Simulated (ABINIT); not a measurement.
**Single-point calculation, with input and output: ZnO**

System: ZnO (P6₃mc, 4 atoms in the cell).
Method: Kohn-Sham DFT of a periodic cell, PBE, PseudoDojo NC SR PBE v0.4.1 standard, no spin polarisation (ABINIT 10.8.3).

The structure was built on a prototype by a generator; it need not be a known phase.

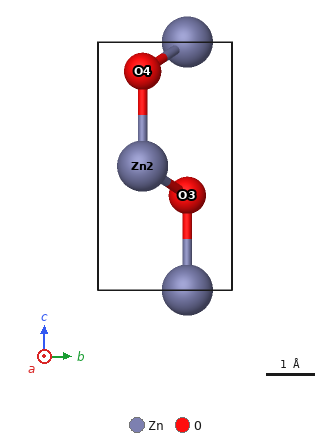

**Figure 1.** The input geometry (ball-and-stick view of the cell of the calculation, along the a axis; atoms are numbered from 1 in the order of the input). Near neighbours in the crystal (not all of them lie inside the picture): Zn has 4 O at 1.97 to 1.99 Å; O has 4 Zn at 1.97 to 1.99 Å.

**Results in brief**

| quantity | value |
| --- | --- |
| outcome | converged |
| space group (tolerance 0.01 Å) | P6₃mc (186) |
| electrons treated | 52 |
| free energy | −12278.0599 eV |
| Fermi energy | 4.576 eV |
| gap on the k-point mesh | 0.87 eV |
| pressure | 4.29 GPa |
| largest force (length of the vector) | 0.029 eV/Å |
| hardware | 1 thread of AMD EPYC 7571, 64 GiB of memory available, shared host |
| wall time | 3.6 min |
| peak memory | 0.11 GiB |

**The input**
```
# Pseudopotentials
pp_dirpath "./"
pseudos "Zn.upf, O.upf"

# Structure
acell 3*1.0 Angstrom
rprim
     3.2495000000     0.0000000000     0.0000000000
    -1.6247500000     2.8141495496     0.0000000000
     0.0000000000     0.0000000000     5.2069000000
ntypat 2
znucl 30 8
natom 4
typat 1 1 2 2
xred
     0.3333333333     0.6666666667     0.0000000000
     0.6666666667     0.3333333333     0.5000000000
     0.3333333333     0.6666666667     0.3819000000
     0.6666666667     0.3333333333     0.8819000000

# Plane-wave basis
ecut 42.0

# k points
kptopt 1
ngkpt 6 6 4
nshiftk 1
shiftk 0.0 0.0 0.0

# Exchange and correlation
ixc 11

# Bands and occupations
nband 32
occopt 3
tsmear 0.05 eV

# SCF cycle
nstep 100
tolvrs 1.0e-10

# Output
iomode 3
prtwf 0
prtden 0
prteig 0
prtebands 0
enunit 2
```

Launched with:
```bash
abinit run.abi > log 2>&1
```

**The program's output**
```
.Version 10.8.3 of ABINIT
 Symmetries : space group P6_3 m c (#186); Bravais hP (primitive hexag.)
================================================================================
 Values of the parameters that define the memory need of the present run
     intxc =       0    ionmov =       0      iscf =       7    lmnmax =       6
     lnmax =       6     mgfft =      60  mpssoang =       3    mqgrid =    3001
     natom =       4  nloc_mem =       1    nspden =       1   nspinor =       1
    nsppol =       1      nsym =      12    n1xccc =    2501    ntypat =       2
    occopt =       3   xclevel =       2
       mpw =        4221          nfft =       77760          nkpt =          21
================================================================================
================================================================================

--------------------------------------------------------------------------------
------------- Echo of variables that govern the present computation ------------
--------------------------------------------------------------------------------
 -outvars: echo values of preprocessed input variables --------
            acell      1.8897261259E+00  1.8897261259E+00  1.8897261259E+00 Bohr
              amu      6.53900000E+01  1.59994000E+01
             ecut      4.20000000E+01 Hartree
           enunit           2
              ixc          11
         kptrlatt        6    0    0      0    6    0      0    0    4
          kptrlen      3.68439903E+01
            natom           4
            nband          32
            ngfft          36      36      60
             nkpt          21
            nstep         100
             nsym          12
           ntypat           2
           occopt           3
           prtden           0
        prtebands           0
           prteig           0
            prtwf           0
            rprim      3.2495000000E+00  0.0000000000E+00  0.0000000000E+00
                      -1.6247500000E+00  2.8141495496E+00  0.0000000000E+00
                       0.0000000000E+00  0.0000000000E+00  5.2069000000E+00
          spgroup         186
           tolvrs      1.00000000E-10
           tsmear      1.83746611E-03 Hartree
            typat      1  1  2  2
           xangst     -2.6422687429E-16  1.8760996997E+00 -1.4452050667E-16
                       1.6247500000E+00  9.3804984987E-01  2.6034500000E+00
                      -2.6422687429E-16  1.8760996997E+00  1.9885151100E+00
                       1.6247500000E+00  9.3804984987E-01  4.5919651100E+00
            xcart     -4.9931642752E-16  3.5453146174E+00 -2.7310417719E-16
                       3.0703325231E+00  1.7726573087E+00  4.9198074825E+00
                      -4.9931642752E-16  3.5453146174E+00  3.7577489551E+00
                       3.0703325231E+00  1.7726573087E+00  8.6775564376E+00
             xred      3.3333333333E-01  6.6666666667E-01 -2.7755575616E-17
                       6.6666666667E-01  3.3333333333E-01  5.0000000000E-01
                       3.3333333333E-01  6.6666666667E-01  3.8190000000E-01
                       6.6666666667E-01  3.3333333333E-01  8.8190000000E-01
            znucl       30.00000    8.00000

================================================================================

 chkinp: Checking input parameters for consistency.

================================================================================
== DATASET  1 ==================================================================

--- !DatasetInfo
iteration_state: {dtset: 1, }
dimensions: {natom: 4, nkpt: 21, mband: 32, nsppol: 1, nspinor: 1, nspden: 1, mpw: 4221, }
cutoff_energies: {ecut:  42.0, pawecutdg:  -1.0, }
electrons: {nelect:   5.20000000E+01, charge:   0.00000000E+00, occopt:   3.00000000E+00, tsmear:   1.83746611E-03, }
meta: {optdriver: 0, ionmov: 0, optcell: 0, iscf: 7, paral_kgb: 0, }
...

 Exchange-correlation functional for the present dataset will be:
  GGA: Perdew-Burke-Ernzerhof functional - ixc=11
  J.P.Perdew, K.Burke, M.Ernzerhof, PRL 77, 3865 (1996)

 Real(R)+Recip(G) space primitive vectors, cartesian coordinates (Bohr,Bohr^-1):
 R(1)=  6.1406650  0.0000000  0.0000000  G(1)=  0.1628488  0.0940208  0.0000000
 R(2)= -3.0703325  5.3179719  0.0000000  G(2)=  0.0000000  0.1880416  0.0000000
 R(3)=  0.0000000  0.0000000  9.8396150  G(3)=  0.0000000  0.0000000  0.1016300
 Unit cell volume ucvol=  3.2132133E+02 bohr^3
 Angles (23,13,12)=  9.00000000E+01  9.00000000E+01  1.20000000E+02 degrees

 getcut: wavevector=  0.0000  0.0000  0.0000  ngfft=  36  36  60
         ecut(hartree)=     42.000   => boxcut(ratio)=   2.00954

--- Pseudopotential description ------------------------------------------------
- pspini: atom type   1  psp file is ./Zn.upf
12 -101130 2 -1 1326                          pspcod,pspxc,lmax,lloc,mmax
     nproj     2     2     2

- pspini: atom type   2  psp file is ./O.upf
12 -101130 2 -1 936                           pspcod,pspxc,lmax,lloc,mmax
     nproj     2     2     1

   3.41921814E+03                                ecore*ucvol(ha*bohr**3)
--------------------------------------------------------------------------------

================================================================================

--- !BeginCycle
iteration_state: {dtset: 1, }
solver: {iscf: 7, nstep: 100, nline: 4, wfoptalg: 0, }
tolerances: {tolvrs: 1.00E-10, }
...

     iter   Etot(hartree)      deltaE(h)  residm     vres2
 ETOT  1  -449.22116869765    -4.492E+02 4.214E-01 2.213E+03
 ETOT  2  -450.01474247642    -7.936E-01 6.193E-02 4.734E+03
 ETOT  3  -451.17524229124    -1.160E+00 2.154E-02 1.510E+02
 ETOT  4  -451.18789892775    -1.266E-02 6.260E-03 1.146E+02
 ETOT  5  -451.20206161145    -1.416E-02 9.818E-04 3.526E+01
 ETOT  6  -451.20990736560    -7.846E-03 3.299E-03 1.467E+00
 ETOT  7  -451.21018151849    -2.742E-04 2.747E-03 6.472E-01
 ETOT  8  -451.21036368516    -1.822E-04 2.528E-03 5.930E-02
 ETOT  9  -451.21037748633    -1.380E-05 3.765E-04 3.810E-04
 ETOT 10  -451.21037757168    -8.535E-08 2.507E-04 9.824E-07
 ETOT 11  -451.21037757177    -8.930E-11 5.672E-05 1.681E-07
 ETOT 12  -451.21037757181    -4.110E-11 6.074E-05 3.097E-09
 ETOT 13  -451.21037757184    -2.450E-11 3.648E-05 9.531E-11

 At SCF step   13       vres2   =  9.53E-11 < tolvrs=  1.00E-10 =>converged.

 Cartesian components of stress tensor (hartree/bohr^3)
  sigma(1 1)= -1.43325460E-04  sigma(3 2)=  0.00000000E+00
  sigma(2 2)= -1.43325460E-04  sigma(3 1)=  0.00000000E+00
  sigma(3 3)= -1.50883424E-04  sigma(2 1)=  0.00000000E+00

--- !ResultsGS
iteration_state: {dtset: 1, }
comment   : Summary of ground state results
lattice_vectors:
- [  6.1406650,   0.0000000,   0.0000000, ]
- [ -3.0703325,   5.3179719,   0.0000000, ]
- [  0.0000000,   0.0000000,   9.8396150, ]
lattice_lengths: [   6.14067,    6.14067,    9.83961, ]
lattice_angles: [ 90.000,  90.000, 120.000, ] # degrees, (23, 13, 12)
lattice_volume:   3.2132133E+02
convergence: {deltae: -2.450E-11, res2:  9.531E-11, residm:  3.648E-05, diffor: null, }
etotal    :  -4.51210378E+02
entropy   :   0.00000000E+00
fermie    :   1.68147448E-01
cartesian_stress_tensor: # hartree/bohr^3
- [ -1.43325460E-04,   0.00000000E+00,   0.00000000E+00, ]
- [  0.00000000E+00,  -1.43325460E-04,   0.00000000E+00, ]
- [  0.00000000E+00,   0.00000000E+00,  -1.50883424E-04, ]
pressure_GPa:   4.2909E+00
xred      :
- [  3.3333E-01,   6.6667E-01,  -2.7756E-17, Zn]
- [  6.6667E-01,   3.3333E-01,   5.0000E-01, Zn]
- [  3.3333E-01,   6.6667E-01,   3.8190E-01,  O]
- [  6.6667E-01,   3.3333E-01,   8.8190E-01,  O]
cartesian_forces: # hartree/bohr
- [ -8.76988145E-29,  -1.64557036E-26,   5.71179097E-04, ]
- [ -8.76988145E-29,   2.24303898E-26,   5.71179097E-04, ]
- [  8.76988145E-29,  -2.78481138E-27,  -5.71179097E-04, ]
- [  8.76988145E-29,  -3.18987485E-27,  -5.71179097E-04, ]
force_length_stats: {min:   5.71179097E-04, max:   5.71179097E-04, mean:   5.71179097E-04, }
...

 Integrated electronic density in atomic spheres:
 ------------------------------------------------
 Atom  Sphere_radius  Integrated_density
    1        2.00000         18.17167830
    2        2.00000         18.17167830
    3        2.00000          6.26509803
    4        2.00000          6.26509803
================================================================================

 ----iterations are completed or convergence reached----

 Mean square residual over all n,k,spin=   64.624E-09; max=  36.476E-06
 reduced coordinates (array xred) for    4 atoms
       0.333333333333      0.666666666667     -0.000000000000
       0.666666666667      0.333333333333      0.500000000000
       0.333333333333      0.666666666667      0.381900000000
       0.666666666667      0.333333333333      0.881900000000
 rms dE/dt=  3.2451E-03; max dE/dt=  5.5437E-03; dE/dt below (all hartree)
    1       0.000000000000      0.000000000000     -0.005696681861
    2       0.000000000000     -0.000000000000     -0.005696681861
    3      -0.000000000000     -0.000000000000      0.005543682928
    4      -0.000000000000     -0.000000000000      0.005543682928

 cartesian coordinates (angstrom) at end:
    1     -0.00000000000000     1.87609969973333    -0.00000000000000
    2      1.62475000000000     0.93804984986667     2.60345000000000
    3     -0.00000000000000     1.87609969973333     1.98851511000000
    4      1.62475000000000     0.93804984986667     4.59196511000000

 cartesian forces (hartree/bohr) at end:
    1     -0.00000000000000    -0.00000000000000     0.00057117909738
    2     -0.00000000000000     0.00000000000000     0.00057117909738
    3      0.00000000000000    -0.00000000000000    -0.00057117909738
    4      0.00000000000000    -0.00000000000000    -0.00057117909738
 frms,max,avg= 3.2977041E-04 5.7117910E-04   0.000E+00  0.000E+00  7.775E-06 h/b

 cartesian forces (eV/Angstrom) at end:
    1     -0.00000000000000    -0.00000000000000     0.02937121010637
    2     -0.00000000000000     0.00000000000000     0.02937121010637
    3      0.00000000000000    -0.00000000000000    -0.02937121010637
    4      0.00000000000000    -0.00000000000000    -0.02937121010637
 frms,max,avg= 1.6957476E-02 2.9371210E-02   0.000E+00  0.000E+00  3.998E-04 e/A
 length scales=  1.889726125908  1.889726125908  1.889726125908 bohr
              =  1.000000000000  1.000000000000  1.000000000000 angstroms
 Fermi (or HOMO) energy (hartree) =   0.16815   Average Vxc (hartree)=  -0.41228
 Eigenvalues (hartree) for nkpt=  21  k points:
 kpt#   1, nband= 32, wtk=  0.00694, kpt=  0.0000  0.0000  0.0000 (reduced coord)
  -4.38543   -4.38543   -2.70204   -2.70192   -2.70180   -2.70180   -2.70178   -2.70178
  -0.50973   -0.48291   -0.05899   -0.05899   -0.05583   -0.05255   -0.05230   -0.05230
  -0.01663   -0.01663   -0.00889   -0.00889    0.00212    0.12264    0.12264    0.14800
   0.15124    0.15124    0.18318    0.34501    0.45560    0.62614    0.62614    0.67214
      occupation numbers for kpt#   1
   2.00000    2.00000    2.00000    2.00000    2.00000    2.00000    2.00000    2.00000
   2.00000    2.00000    2.00000    2.00000    2.00000    2.00000    2.00000    2.00000
   2.00000    2.00000    2.00000    2.00000    2.00000    2.00000    2.00000    1.99997
   1.99980    1.99980    0.00056    0.00000    0.00000    0.00000    0.00000    0.00000
 prteigrs : prtvol=0 or 1, do not print more k-points.

 Fermi (or HOMO) energy (eV) =   4.57553   Average Vxc (eV)= -11.21885
 Eigenvalues (   eV  ) for nkpt=  21  k points:
 kpt#   1, nband= 32, wtk=  0.00694, kpt=  0.0000  0.0000  0.0000 (reduced coord)
-119.33375 -119.33357  -73.52620  -73.52305  -73.51977  -73.51977  -73.51920  -73.51920
 -13.87059  -13.14073   -1.60511   -1.60511   -1.51933   -1.42982   -1.42306   -1.42306
  -0.45260   -0.45260   -0.24193   -0.24193    0.05779    3.33723    3.33723    4.02736
   4.11534    4.11534    4.98468    9.38823   12.39746   17.03812   17.03812   18.28973
 prteigrs : prtvol=0 or 1, do not print more k-points.

--- !EnergyTerms
iteration_state     : {dtset: 1, }
comment             : Components of total free energy in Hartree
kinetic             :  2.07623699578019E+02
hartree             :  1.63241968273629E+02
xc                  : -5.34089112354501E+01
Ewald energy        : -2.53686042027895E+02
psp_core            :  1.06411179186064E+01
local_psp           : -4.23788536956589E+02
non_local_psp       : -1.01833672978785E+02
internal            : -4.51210377428465E+02
'-kT*entropy'       : -1.43370994778498E-07
total_energy        : -4.51210377571836E+02
total_energy_eV     : -1.22780598623021E+04
band_energy         : -5.16624148111627E+01
...

 Cartesian components of stress tensor (hartree/bohr^3)
  sigma(1 1)= -1.43325460E-04  sigma(3 2)=  0.00000000E+00
  sigma(2 2)= -1.43325460E-04  sigma(3 1)=  0.00000000E+00
  sigma(3 3)= -1.50883424E-04  sigma(2 1)=  0.00000000E+00

-Cartesian components of stress tensor (GPa)         [Pressure=  4.2909E+00 GPa]
- sigma(1 1)= -4.21678063E+00  sigma(3 2)=  0.00000000E+00
- sigma(2 2)= -4.21678063E+00  sigma(3 1)=  0.00000000E+00
- sigma(3 3)= -4.43914359E+00  sigma(2 1)=  0.00000000E+00

== END DATASET(S) ==============================================================
================================================================================

 -outvars: echo values of variables after computation  --------
            acell      1.8897261259E+00  1.8897261259E+00  1.8897261259E+00 Bohr
           etotal     -4.5121037757E+02
            fcart     -8.7698814474E-29 -1.6455703597E-26  5.7117909738E-04
                      -8.7698814474E-29  2.2430389826E-26  5.7117909738E-04
                       8.7698814474E-29 -2.7848113779E-27 -5.7117909738E-04
                       8.7698814474E-29 -3.1898748511E-27 -5.7117909738E-04
            rprim      3.2495000000E+00  0.0000000000E+00  0.0000000000E+00
                      -1.6247500000E+00  2.8141495496E+00  0.0000000000E+00
                       0.0000000000E+00  0.0000000000E+00  5.2069000000E+00
           strten     -1.4332546032E-04 -1.4332546038E-04 -1.5088342388E-04
                       0.0000000000E+00  0.0000000000E+00  0.0000000000E+00
           xangst     -2.6422687429E-16  1.8760996997E+00 -1.4452050667E-16
                       1.6247500000E+00  9.3804984987E-01  2.6034500000E+00
                      -2.6422687429E-16  1.8760996997E+00  1.9885151100E+00
                       1.6247500000E+00  9.3804984987E-01  4.5919651100E+00
             xred      3.3333333333E-01  6.6666666667E-01 -2.7755575616E-17
                       6.6666666667E-01  3.3333333333E-01  5.0000000000E-01
                       3.3333333333E-01  6.6666666667E-01  3.8190000000E-01
                       6.6666666667E-01  3.3333333333E-01  8.8190000000E-01
 Calculation completed.
```
